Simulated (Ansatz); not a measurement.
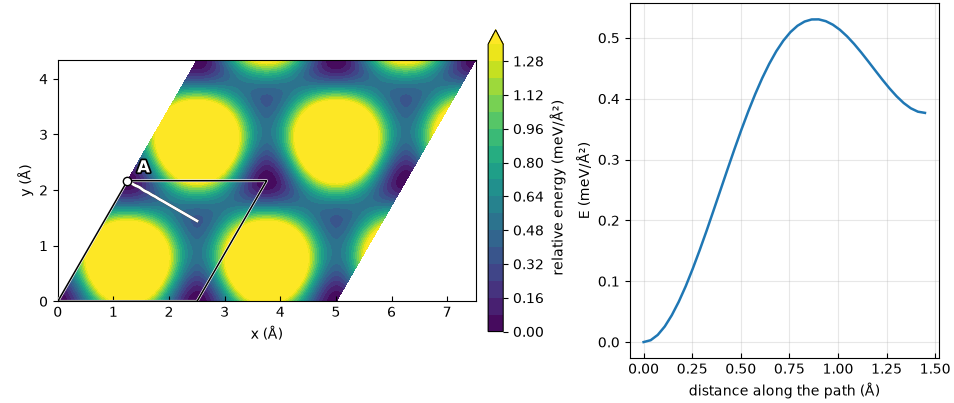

BN (P6_3/mmc, No. 194; 8 atoms in the cell). 
- Gamma surface: rigid slide across a plane, one fault a cell; the plane is (0 0 1) of the conventional cell, and the faces at the cut hold B/N and B/N.
- Places are given modulo a cell vector. The map is drawn in real space over the plane of the slide.
- Nothing is relaxed (rigid halves, spacing across the cut fixed).
- The grid has 12 × 12 points; 31 points were computed and 113 follow by symmetry.
- Energies: meV/Å², counted from the lowest grid point.
- All numbers below come from DFT PBEsol, scalar-relativistic, plane waves, PAW in Ansatz. Settings: cutoff 520 eV, k-mesh 10×10×2 in the order of the run's cell vectors, gaussian smearing 0.05 eV, no spin polarisation.

In the figure: filled contours, a line along the lowest path, the outline of one cell of the 2 × 2 shown, one colour for all values above the top of the scale, the energy along the path at the right, the start A. Between grid points the surface is interpolated.

Describe the path and its barrier.

The easiest path leads from the well at (0/12, 0/12) of the cell vectors to the well at (8/12, 8/12) of the cell vectors, about 0.38 meV/Å² higher. Its highest point lies about 0.53 meV/Å² above the bottom of the first well on the interpolated surface, at about (0.41, 0.79) of the cell vectors. Seen from the upper well the barrier is about 0.15 meV/Å². The start is the relaxed structure and all else is held, so a fully relaxed path at this level can only be lower.

PAW datasets: the set soft_1.
